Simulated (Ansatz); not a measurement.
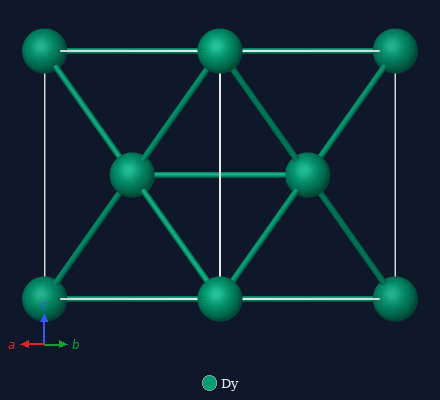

The structure, seen along [110]; the drawing may span several cells.

Given this structure, the input geometry of an electronic-structure calculation (not necessarily at equilibrium); the starting structure was generated, so it need not be a known form of this composition, written in its standard cell:

```yaml
crystal:
  lattice:
    - [5.11897, 0.00000, 0.00000]
    - [0.00000, 5.11897, 0.00000]
    - [0.00000, 0.00000, 5.11897]
  atoms:
    - { symbol: Dy, position: [0.00000, 0.00000, 0.00000] }
    - { symbol: Dy, position: [0.00000, 0.50000, 0.50000] }
    - { symbol: Dy, position: [0.50000, 0.00000, 0.50000] }
    - { symbol: Dy, position: [0.50000, 0.50000, 0.00000] }
```

Question: Predict the [110] zone-axis pattern (200 kV, kinematic, B = 0.3 Å²).

Answer: The spots form a centred rectangular net with both shortest vectors at d = 2.96 Å, 70.5° apart. They are -1 1 -1 and -1 1 1. The pattern has symmetry 2mm. The lattice centring (F) removes all reflections that break h + k = 2n, h + l = 2n.

Strongest reflections with d > 0.91 Å, one of each family (|F|² from tabulated Gaussian fits of the electron scattering factors, times a small damping for the curvature of the Ewald sphere):

```tsv
hkl	d (Å)	I (strongest = 100)
1 -1 1	2.955	100
0 0 2	2.559	81
2 -2 0	1.810	45
1 -1 3	1.543	34
2 -2 2	1.478	31
0 0 4	1.280	23
```

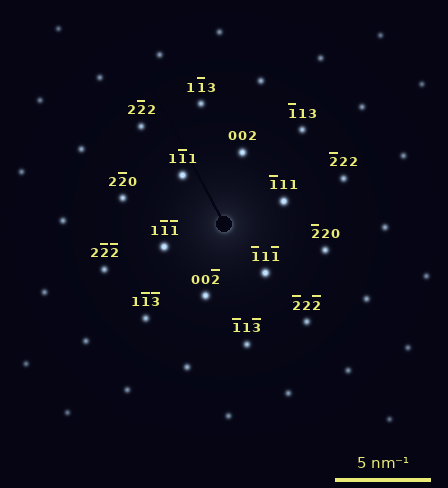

Calculated pattern, seen from the source side with [110] pointing towards the source.
